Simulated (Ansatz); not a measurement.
```
Ag Cl
1.0
     3.45146   -3.45146    0.00000
     0.00000    3.45146   -3.45146
     3.18570    3.18570    3.18570
Ag Cl
3 3
Direct
  0.00000 0.00000 0.00000
  0.66667 0.33333 0.33333
  0.33333 0.66667 0.66667
  0.33333 0.66667 0.16667
  0.00000 0.00000 0.50000
  0.66667 0.33333 0.83333
```

Space group R-3m; a structure from a database of computed crystals, not necessarily the ambient phase.

Level of theory: DFT PBEsol, scalar-relativistic, plane waves, PAW in Ansatz 0.2.0.

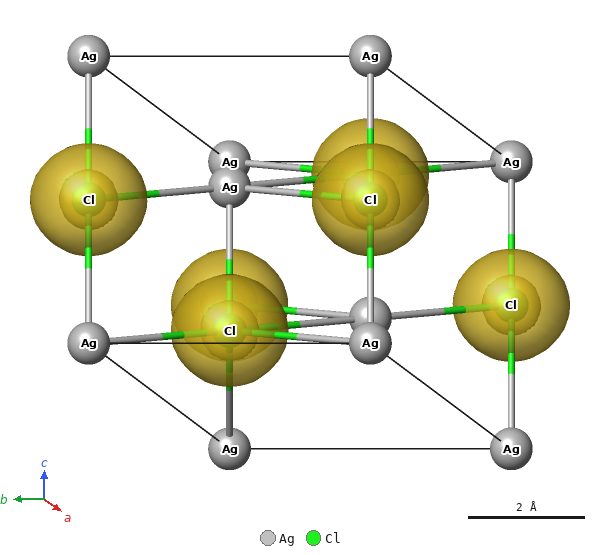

AgCl. Isosurface of the ELF at 0.8 (yellow), seen at an oblique angle. Only the valence region is drawn (cores and ρ < 0.01 e/Å³ removed). Sticks mark near contacts.

Core electrons are frozen (PAW), and the valence fields are smoothed inside the atomic spheres.

> Where are the electrons localised?

The surface consists of three regions wrapped around Cl (the valence shell of each), counted in one cell of 6 atoms. Any copies at cell faces, edges or corners count once. Along the contacts the grid gives the following. Ag–Cl (2.76 Å): the ELF peaks at about 0.85 in the valence shell of Cl, 0.8 Å from its nucleus, and drops to about 0.10 between the two atoms; no shared electron pair shows on this line. Ag–Cl (2.96 Å): the ELF peaks at about 0.85 in the valence shell of Cl, 0.8 Å from its nucleus, and drops to about 0.10 between the two atoms: no localised pair shows between them.
